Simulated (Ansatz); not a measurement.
**Run report: Sn4O, geometry relaxation (part 2 of 2)**

The same run, continued: Sn4O (slab, 5 atoms in the cell); DFT PBEsol, scalar-relativistic, plane waves, PAW, no spin polarisation (Ansatz 0.2.0); cutoff 420 eV, 9×9×1 k-mesh, Gaussian smearing of 0.1 eV. The structure derives from an entry of the Crystallography Open Database. The input holds or restrains some coordinates. Forces given for the steps count only the free coordinates. It belongs to a series of runs on one base structure; here: O put at a hollow Sn-Sn-Sn site.

Geometry of the input (Å; fractional positions):
```
3.4135  0.0000  0.0000
0.3483  3.3957  0.0000
0.0000  0.0000  25.8617
Sn 0.5000  0.5000  0.3287
Sn 0.0000  0.0000  0.4171
Sn 0.5000  0.5000  0.5112
Sn 0.0000  0.0000  0.5944
O  0.3333  0.3333  0.6400
```

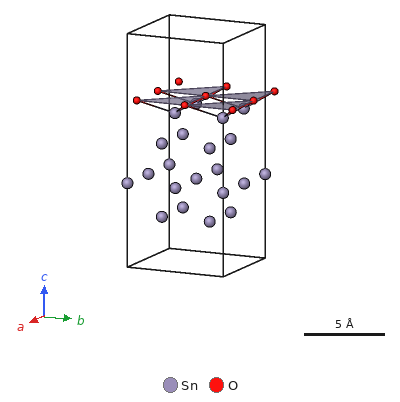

**Figure 1.** The geometry at step 2 of the log (polyhedral view of the 2 × 2 repeat of the cell, with the vacuum cut short, seen slightly off an axis; polyhedra are completed across the faces of the cell).

## The program's output, continued
```
relax step   3: F+E_penalty+E_count = -24358.27370848 eV  Δ(F+E_penalty+E_count) = -1.636e-1 eV  max|allowed force component| = 1.757e-1 eV/Å  Δτ_max = 0.1936 Å  (5 SCF iters, dr2 threshold 4.31e-5 eV, accepted)
efield: sawtooth ramp at fractional position 0.9644 (handed on by an earlier solve), width 0.0400; the density the first Hamiltonian is built on has a dipole p = -0.050 e·Å; the dipole correction subtracts the counter field D = -3.05e-2 V/Å, which shifts the + side's vacuum level by +0.79 eV against the − side's; the planar-averaged density in the ramp window peaks in size at 1.4e-6 e/Å³
preconditioner: auto → LDOS  [insulator: Δε(μ)=0.111 eV  Ē_g=18.349 eV  σ=0.100 eV  W_gap=0.51  n_scr=52 (ndim 8)  ℏωp=16.9 eV  f_vac=0.568  D(μ)=2.76/eV (n_scr^D=10)  ε∞_Penn≈1.8  β→1.0]
SCF 4 converged in 6 iterations: F = -24358.284505 eV  dr2 = 4.20e-7
  Residual-converged pass: ⟨swp⟩=1.0  Hψ=1050  notcnv=0  max |occ|·‖R‖ = 7.1e-9 eV (tolerance 1.0e-8 eV)  dr2=4.20e-7  dr2_onsite=2.53e-8  max |Δocc| = 6.2e-11
relax step   4: F+E_penalty+E_count = -24358.28450542 eV  Δ(F+E_penalty+E_count) = -1.080e-2 eV  max|allowed force component| = 7.180e-2 eV/Å  Δτ_max = 0.0708 Å  (6 SCF iters, dr2 threshold 1.93e-6 eV, accepted)
efield: sawtooth ramp at fractional position 0.9644 (handed on by an earlier solve), width 0.0400; the density the first Hamiltonian is built on has a dipole p = -0.039 e·Å; the dipole correction subtracts the counter field D = -2.34e-2 V/Å, which shifts the + side's vacuum level by +0.60 eV against the − side's; the planar-averaged density in the ramp window peaks in size at 1.2e-6 e/Å³
preconditioner: auto → LDOS  [insulator: Δε(μ)=0.141 eV  Ē_g=18.345 eV  σ=0.100 eV  W_gap=0.61  n_scr=52 (ndim 8)  ℏωp=16.9 eV  f_vac=0.568  D(μ)=2.36/eV (n_scr^D=8)  ε∞_Penn≈1.8  β→1.0]
SCF 5 converged in 7 iterations: F = -24358.290993 eV  dr2 = 3.37e-8
relax step   5: F+E_penalty+E_count = -24358.29099274 eV  Δ(F+E_penalty+E_count) = -6.487e-3 eV  max|allowed force component| = 4.953e-2 eV/Å  Δτ_max = 0.1289 Å  (7 SCF iters, accepted)
efield: sawtooth ramp at fractional position 0.9644 (handed on by an earlier solve), width 0.0400; the density the first Hamiltonian is built on has a dipole p = -0.029 e·Å; the dipole correction subtracts the counter field D = -1.77e-2 V/Å, which shifts the + side's vacuum level by +0.46 eV against the − side's; the planar-averaged density in the ramp window peaks in size at 9.8e-7 e/Å³
preconditioner: auto → LDOS  [metal: Δε(μ)=0.029 eV  Ē_g=18.360 eV  σ=0.100 eV  W_gap=0.16  n_scr=52 (ndim 8)  ℏωp=16.9 eV  f_vac=0.570  D(μ)=2.01/eV (n_scr^D=8)  β→1.0]
SCF 6 converged in 10 iterations: F = -24358.296810 eV  dr2 = 6.88e-11
relax step   6: F+E_penalty+E_count = -24358.29680950 eV  Δ(F+E_penalty+E_count) = -5.817e-3 eV  max|allowed force component| = 5.715e-2 eV/Å  Δτ_max = 0.1934 Å  (10 SCF iters, accepted)
efield: sawtooth ramp at fractional position 0.9644 (handed on by an earlier solve), width 0.0400; the density the first Hamiltonian is built on has a dipole p = -0.021 e·Å; the dipole correction subtracts the counter field D = -1.29e-2 V/Å, which shifts the + side's vacuum level by +0.33 eV against the − side's; the planar-averaged density in the ramp window peaks in size at 1.2e-6 e/Å³
preconditioner: auto → LDOS  [insulator: Δε(μ)=0.147 eV  Ē_g=18.368 eV  σ=0.100 eV  W_gap=0.64  n_scr=52 (ndim 8)  ℏωp=16.9 eV  f_vac=0.569  D(μ)=1.16/eV (n_scr^D=6)  ε∞_Penn≈1.8  β→1.0]
SCF 7 converged in 8 iterations: F = -24358.301143 eV  dr2 = 4.00e-9
relax step   7: F+E_penalty+E_count = -24358.30114254 eV  Δ(F+E_penalty+E_count) = -4.333e-3 eV  max|allowed force component| = 3.166e-2 eV/Å  Δτ_max = 0.1958 Å  (8 SCF iters, dr2 threshold 1.55e-6 eV, accepted)
efield: sawtooth ramp at fractional position 0.9644 (handed on by an earlier solve), width 0.0400; the density the first Hamiltonian is built on has a dipole p = -0.015 e·Å; the dipole correction subtracts the counter field D = -8.93e-3 V/Å, which shifts the + side's vacuum level by +0.23 eV against the − side's; the planar-averaged density in the ramp window peaks in size at 1.2e-6 e/Å³
preconditioner: auto → LDOS  [insulator: Δε(μ)=0.139 eV  Ē_g=18.376 eV  σ=0.100 eV  W_gap=0.65  n_scr=52 (ndim 8)  ℏωp=16.9 eV  f_vac=0.570  D(μ)=1.15/eV (n_scr^D=6)  ε∞_Penn≈1.8  β→1.0]
SCF 8 converged in 9 iterations: F = -24358.301784 eV  dr2 = 1.60e-10
relax step   8: F+E_penalty+E_count = -24358.30178413 eV  Δ(F+E_penalty+E_count) = -6.416e-4 eV  max|allowed force component| = 2.522e-2 eV/Å  Δτ_max = 0.1258 Å  (9 SCF iters, accepted)
SCF iter   1: F=—  HF=-24358.304654 eV  |F-HF|=—  |Δ(HF+E_count)|=         —  Δρ=1.51e-3  dr2=8.38e-3  ethr=9.83e-5  p=-0.012 e·Å  D=-7.46e-3 V/Å  ΔV_dip=0.19 eV  dr2_dipole=6.88e-4  V_vac-E_F(+/−)=4.30/4.11 eV  ⟨swp⟩=4.0  Hψ=2514  notcnv=0  defer=43
efield: sawtooth ramp at fractional position 0.9644 (handed on by an earlier solve), width 0.0400; the density the first Hamiltonian is built on has a dipole p = -0.012 e·Å; the dipole correction subtracts the counter field D = -7.46e-3 V/Å, which shifts the + side's vacuum level by +0.19 eV against the − side's; the planar-averaged density in the ramp window peaks in size at 1.2e-6 e/Å³
preconditioner: auto → LDOS  [insulator: Δε(μ)=0.149 eV  Ē_g=18.367 eV  σ=0.100 eV  W_gap=0.67  n_scr=52 (ndim 8)  ℏωp=16.9 eV  f_vac=0.569  D(μ)=1.18/eV (n_scr^D=6)  ε∞_Penn≈1.8  β→1.0]
SCF iter   2: F=—  HF=-24358.303385 eV  |F-HF|=—  |Δ(HF+E_count)|=   1.27e-3  Δρ=8.86e-4  dr2=5.73e-3  ethr=1.35e-5  p=-0.019 e·Å  D=-1.15e-2 V/Å  ΔV_dip=0.30 eV  dr2_dipole=8.86e-4  V_vac-E_F(+/−)=4.39/4.09 eV  ⟨swp⟩=2.0  Hψ=1929  notcnv=0  defer=43
SCF iter   3: F=—  HF=-24358.302272 eV  |F-HF|=—  |Δ(HF+E_count)|=   1.11e-3  Δρ=2.16e-4  dr2=3.49e-4  ethr=9.24e-6  p=-0.015 e·Å  D=-8.96e-3 V/Å  ΔV_dip=0.23 eV  dr2_dipole=2.51e-5  V_vac-E_F(+/−)=4.33/4.10 eV  ⟨swp⟩=2.0  Hψ=1687  notcnv=0  defer=43
SCF iter   4: F=—  HF=-24358.302209 eV  |F-HF|=—  |Δ(HF+E_count)|=   6.37e-5  Δρ=5.09e-5  dr2=1.86e-5  ethr=5.63e-7  p=-0.016 e·Å  D=-9.43e-3 V/Å  ΔV_dip=0.24 eV  dr2_dipole=1.29e-7  V_vac-E_F(+/−)=4.34/4.10 eV  ⟨swp⟩=2.0  Hψ=1682  notcnv=0  defer=43
SCF iter   5: F=—  HF=-24358.302219 eV  |F-HF|=—  |Δ(HF+E_count)|=   1.07e-5  Δρ=1.23e-5  dr2=5.64e-7  ethr=2.99e-8  p=-0.016 e·Å  D=-9.37e-3 V/Å  ΔV_dip=0.24 eV  dr2_dipole=1.10e-7  V_vac-E_F(+/−)=4.34/4.10 eV  ⟨swp⟩=2.2  Hψ=1693  notcnv=0  defer=43
iter 6 did not close the SCF: its close was put off until two iterations running show no level that it waits for move by more than its bar (scf_convergence_deferred on its scf_iter line)
SCF iter   6: F=-24358.302220 eV  HF=-24358.302220 eV  |F-HF|=1.35e-7  |Δ(HF+E_count)|=   3.14e-7  Δρ=3.84e-6  dr2=3.97e-8  ethr=1.61e-10  p=-0.016 e·Å  D=-9.36e-3 V/Å  ΔV_dip=0.24 eV  dr2_dipole=1.96e-9  V_vac-E_F(+/−)=4.34/4.10 eV  ⟨swp⟩=18.6  Hψ=8212  notcnv=0
iter 7 did not close the SCF: its close was put off until two iterations running show no level that it waits for move by more than its bar (scf_convergence_deferred on its scf_iter line)
SCF iter   7: F=-24358.302220 eV  HF=-24358.302220 eV  |F-HF|=1.04e-8  |Δ(HF+E_count)|=   1.34e-7  Δρ=9.96e-7  dr2=6.34e-9  ethr=6.40e-11  p=-0.015 e·Å  D=-9.35e-3 V/Å  ΔV_dip=0.24 eV  dr2_dipole=7.78e-10  V_vac-E_F(+/−)=4.34/4.10 eV  ⟨swp⟩=9.3  Hψ=6660  notcnv=0
SCF iter   8: F=-24358.302220 eV  HF=-24358.302220 eV  |F-HF|=1.63e-9  |Δ(HF+E_count)|=   1.38e-8  Δρ=3.00e-7  dr2=2.23e-10  ethr=1.02e-11  p=-0.015 e·Å  D=-9.35e-3 V/Å  ΔV_dip=0.24 eV  dr2_dipole=1.54e-12  V_vac-E_F(+/−)=4.34/4.10 eV  ⟨swp⟩=8.1  Hψ=6011  notcnv=0
SCF 9 converged in 8 iterations: F = -24358.302220 eV  dr2 = 2.23e-10
relax step   9: F+E_penalty+E_count = -24358.30221983 eV  Δ(F+E_penalty+E_count) = -4.357e-4 eV  max|allowed force component| = 1.193e-2 eV/Å  Δτ_max = 0.0475 Å  (8 SCF iters, accepted)
SCF converged after 8 iterations
Free energy (F): -24358.302220 eV
Harris-Foulkes:  -24358.302220 eV  (|F-HF|=1.63e-9)
Internal energy: -24358.296079 eV  (E = F + TS)
E sigma→0 (E₀):  -24358.299149 eV
Entropy (-TS):   -0.006141 eV (-1.228 meV/atom)
Fermi energy:    1.469186 eV
Dipole field:    D = -0.009350 V/Å  (p = -0.015489 e·Å, saw-weighted, corrected)
Work function:   Φ+ = 4.3408 eV   Φ− = 4.0991 eV
Levels:          The Fermi level and band energies are counted from a zero that moves with the ramp; work functions are not
--- Per-component energies (eV) ---
  E_band       = -889.345042
  E_kinetic    = 916.043019
  E_local      = -53314.903089  (includes V_loc(G=0)·N_el)
  E_nonlocal   = -75.252990
  E_hartree    = 26753.396117
  E_xc         = -1589.596222
  E_vxc        = -479.926641  (∫ρ·V_xc dr)
  E_paw        = -16404.917561  (= ΣΔE_a)
  E_vpaw       = -1442.053763  (= ΣTr[D̂ρ^β])
  E_aug_tail   = 0.002322  (compensation charges beyond the density's cutoff)
  E_efield     = 0.000072  (sawtooth field / dipole correction)
  E_vefield    = -0.046596  (∫n·V_field dr)
  E_ewald      = 19355.757605
  E_core_change = 1.174647  (= ΣΔE_core)
  E_smearing   = -0.006141  (= −TS)
  E_closure    = 0.000000  (closes the sum)
  Σ components = -24358.302220   (vs F -24358.302220, Δ=0.00e0)
--- Forces (eV/Å), atoms counted from 1 ---
  atom   1  Sn    -0.02163455    -0.01952876     0.24215575
  atom   2  Sn     0.01853918     0.01673468    -0.24693446
  atom   3  Sn     0.00369913     0.00333908     0.00126574
  atom   4  Sn     0.00878288     0.00792800    -0.00841714
  atom   5  O     -0.00938357    -0.00847023     0.01192986
  max |Σ_I F_I| component: 3.07e-6 eV/Å
--- Band table (eV; the first three rows and the last of 25) ---
  k-point 0: bands = ["-20.1777", "-20.0855", "-20.0396", "-20.0361", "-20.0308", "-20.0203", "-20.0062", "-19.9941", "-19.9931", "-19.9726", "-19.9652", "-19.9571", "-19.9160", "-19.8958", "-19.8916", "-19.8880", "-19.8817", "-19.8642", "-19.8543", "-19.8349", "-16.8755", "-9.1284", "-7.8059", "-5.7286", "-3.7187", "-2.5229", "-2.4313", "-2.0964", "-0.2160", "2.4899", "3.7012", "4.2331", "4.3768", "4.9921", "5.3377", "5.6364", "5.6952", "6.4719"]
  k-point 1: bands = ["-20.1675", "-20.0749", "-20.0327", "-20.0305", "-20.0261", "-20.0170", "-20.0050", "-19.9945", "-19.9867", "-19.9714", "-19.9650", "-19.9550", "-19.9163", "-19.9003", "-19.8989", "-19.8877", "-19.8836", "-19.8701", "-19.8584", "-19.8393", "-16.8354", "-8.9642", "-7.6596", "-5.6564", "-4.0949", "-2.6734", "-2.3005", "-1.5272", "-0.0712", "1.9013", "3.0494", "3.4073", "4.1852", "4.7546", "5.2451", "5.5248", "5.8660", "5.9967"]
  k-point 2: bands = ["-20.1469", "-20.0558", "-20.0300", "-20.0236", "-20.0142", "-20.0046", "-19.9984", "-19.9874", "-19.9834", "-19.9669", "-19.9577", "-19.9473", "-19.9154", "-19.9096", "-19.9030", "-19.8942", "-19.8898", "-19.8791", "-19.8664", "-19.8457", "-16.7302", "-8.4743", "-7.2467", "-5.6451", "-4.5445", "-2.4955", "-2.1862", "-0.7376", "-0.0821", "0.4148", "1.2941", "3.1860", "3.3738", "4.5856", "5.1417", "5.5464", "5.9860", "6.1731"]
  k-point 24: bands = ["-20.3087", "-20.0805", "-20.0737", "-20.0361", "-20.0255", "-20.0228", "-20.0108", "-19.9823", "-19.9513", "-19.9452", "-19.9277", "-19.9075", "-19.8998", "-19.8849", "-19.8719", "-19.8518", "-19.8485", "-19.8390", "-19.8307", "-19.7821", "-15.9100", "-5.4613", "-4.5290", "-3.8925", "-3.6885", "-3.4100", "-2.1012", "-1.6192", "-1.3357", "-0.5626", "-0.0040", "0.1061", "1.5422", "1.7604", "2.7604", "3.0039", "3.5970", "4.2294"]
--- Relaxed structure (9 steps of the walk, 9 accepted, 0 SCFs on fresh bases) ---
  F+E_penalty+E_count = -24358.30221983 eV   max|allowed force component| = 1.193e-2 eV/Å
  atoms:
    - { symbol: Sn, position: [0.5, 0.5000000000000001, 0.3286709011] }
    - { symbol: Sn, position: [0.0, 0.0, 0.4171121904000001] }
    - { symbol: Sn, position: [0.577505388621851, 0.5775053886218511, 0.5120373062922814] }
    - { symbol: Sn, position: [0.08185547027460385, 0.08185547027460385, 0.6072604670139324] }
    - { symbol: O, position: [0.4906031403057257, 0.4906031403057258, 0.6208874054129058] }
```

## Trajectory as extended XYZ (Å, eV, eV/Å), 9 frames, from step=1 to step=9
```
5
Lattice="3.4135 0.0000 0.0000 0.3483 3.3957 0.0000 0.0000 0.0000 25.8617" Properties=species:S:1:pos:R:3:forces:R:3 step=1 energy=-24357.60233
Sn    1.8809    1.6978    8.5000    0.0605   0.0546   0.2156
Sn    0.0000    0.0000   10.7872   -0.0661  -0.0597  -0.0279
Sn    1.8809    1.6978   13.2194    0.0087   0.0079  -0.5784
Sn    0.0000    0.0000   15.3723    0.3012   0.2718   2.3251
O     1.2539    1.1319   16.5523   -0.3041  -0.2745  -1.9343
5
Lattice="3.4135 0.0000 0.0000 0.3483 3.3957 0.0000 0.0000 0.0000 25.8617" Properties=species:S:1:pos:R:3:forces:R:3 step=2 energy=-24358.11011
Sn    1.8809    1.6978    8.5000    0.0527   0.0475   0.2234
Sn    0.0000    0.0000   10.7872   -0.0467  -0.0421  -0.0480
Sn    1.8753    1.6928   13.1720   -0.0150  -0.0136  -0.3280
Sn   -0.0498   -0.0449   15.5554   -0.2079  -0.1877   0.8307
O     1.3116    1.1839   16.3869    0.2171   0.1960  -0.6806
5
Lattice="3.4135 0.0000 0.0000 0.3483 3.3957 0.0000 0.0000 0.0000 25.8617" Properties=species:S:1:pos:R:3:forces:R:3 step=3 energy=-24358.27371
Sn    1.8809    1.6978    8.5000    0.0204   0.0184   0.1935
Sn    0.0000    0.0000   10.7872   -0.0442  -0.0399  -0.2149
Sn    1.8549    1.6743   13.0695    0.0137   0.0123   0.0066
Sn   -0.0928   -0.0837   15.6577   -0.1652  -0.1492   0.0824
O     1.3667    1.2337   16.2082    0.1757   0.1586  -0.0698
5
Lattice="3.4135 0.0000 0.0000 0.3483 3.3957 0.0000 0.0000 0.0000 25.8617" Properties=species:S:1:pos:R:3:forces:R:3 step=4 energy=-24358.28450
Sn    1.8809    1.6978    8.5000    0.0099   0.0089   0.2056
Sn    0.0000    0.0000   10.7872   -0.0401  -0.0362  -0.2178
Sn    1.8783    1.6955   13.0868    0.0203   0.0183   0.0378
Sn   -0.0695   -0.0628   15.7084   -0.0618  -0.0558   0.0045
O     1.4185    1.2804   16.1961    0.0718   0.0648  -0.0304
5
Lattice="3.4135 0.0000 0.0000 0.3483 3.3957 0.0000 0.0000 0.0000 25.8617" Properties=species:S:1:pos:R:3:forces:R:3 step=5 energy=-24358.29099
Sn    1.8809    1.6978    8.5000   -0.0012  -0.0011   0.2230
Sn    0.0000    0.0000   10.7872   -0.0283  -0.0255  -0.2317
Sn    1.9375    1.7489   13.1121    0.0194   0.0175   0.0495
Sn   -0.0058   -0.0052   15.7183    0.0174   0.0157  -0.0409
O     1.5076    1.3608   16.1490   -0.0074  -0.0067   0.0001
5
Lattice="3.4135 0.0000 0.0000 0.3483 3.3957 0.0000 0.0000 0.0000 25.8617" Properties=species:S:1:pos:R:3:forces:R:3 step=6 energy=-24358.29681
Sn    1.8809    1.6978    8.5000   -0.0117  -0.0106   0.2219
Sn    0.0000    0.0000   10.7872   -0.0058  -0.0052  -0.2590
Sn    2.0354    1.8372   13.1494    0.0083   0.0075   0.0571
Sn    0.1066    0.0962   15.6900    0.0555   0.0501  -0.0392
O     1.6394    1.4799   16.0725   -0.0463  -0.0418   0.0191
5
Lattice="3.4135 0.0000 0.0000 0.3483 3.3957 0.0000 0.0000 0.0000 25.8617" Properties=species:S:1:pos:R:3:forces:R:3 step=7 energy=-24358.30114
Sn    1.8809    1.6978    8.5000   -0.0190  -0.0171   0.2486
Sn    0.0000    0.0000   10.7872    0.0060   0.0055  -0.2238
Sn    2.1374    1.9293   13.2517    0.0017   0.0015  -0.0235
Sn    0.2421    0.2185   15.7090    0.0317   0.0286  -0.0025
O     1.7842    1.6106   16.0559   -0.0204  -0.0185   0.0012
5
Lattice="3.4135 0.0000 0.0000 0.3483 3.3957 0.0000 0.0000 0.0000 25.8617" Properties=species:S:1:pos:R:3:forces:R:3 step=8 energy=-24358.30178
Sn    1.8809    1.6978    8.5000   -0.0228  -0.0206   0.2480
Sn    0.0000    0.0000   10.7872    0.0258   0.0233  -0.2657
Sn    2.1920    1.9787   13.2509   -0.0005  -0.0004   0.0053
Sn    0.3341    0.3016   15.6987    0.0069   0.0063  -0.0128
O     1.8762    1.6936   16.0336   -0.0095  -0.0085   0.0252
5
Lattice="3.4135 0.0000 0.0000 0.3483 3.3957 0.0000 0.0000 0.0000 25.8617" Properties=species:S:1:pos:R:3:forces:R:3 step=9 energy=-24358.30222
Sn    1.8809    1.6978    8.5000   -0.0216  -0.0195   0.2422
Sn    0.0000    0.0000   10.7872    0.0185   0.0167  -0.2469
Sn    2.1725    1.9610   13.2422    0.0037   0.0033   0.0013
Sn    0.3079    0.2780   15.7048    0.0088   0.0079  -0.0084
O     1.8456    1.6659   16.0572   -0.0094  -0.0085   0.0119
```

## Summary

- outcome: converged under the restraints of the input
- electrons treated: 62
- free energy: −24358.3022 eV
- work function, top face: 4.34 eV
- work function, bottom face: 4.10 eV
- Fermi energy: 1.469 eV
- gap on the k-point mesh: none (metallic)
- final volume: 299.77 Å³
- work function (upper face): 4.34 eV
- largest force (length of the vector) at the end, held atoms and coordinates included: 0.248 eV/Å
- hardware: 1 thread of Intel Xeon @ 2.50GHz (Skylake/Cascade Lake), 189 GiB of memory available, shared host
- wall time: 11 min
- peak memory: 0.59 GiB
